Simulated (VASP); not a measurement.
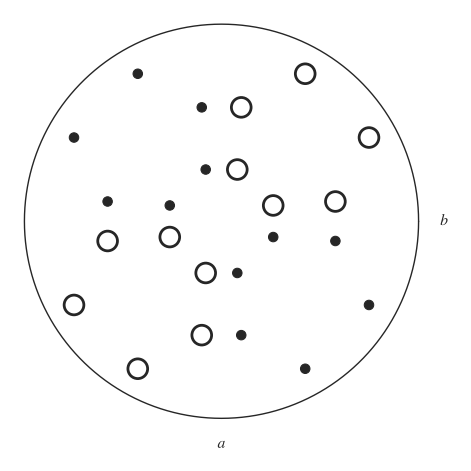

Stereographic projection: filled dots lie in the upper hemisphere, open rings in the lower. The c axis points at the viewer. The poles are all faces of one general form. Computed from the symmetry operations of a computed or model structure of composition GaAs.

Identify the point group and its elements.

-43m (Td), order 24, cubic system: three −4 axes, four threefold axes, six mirror planes.

Which physical properties does it allow?

It is not centrosymmetric; not polar, but piezoelectricity is allowed; it is not chiral.
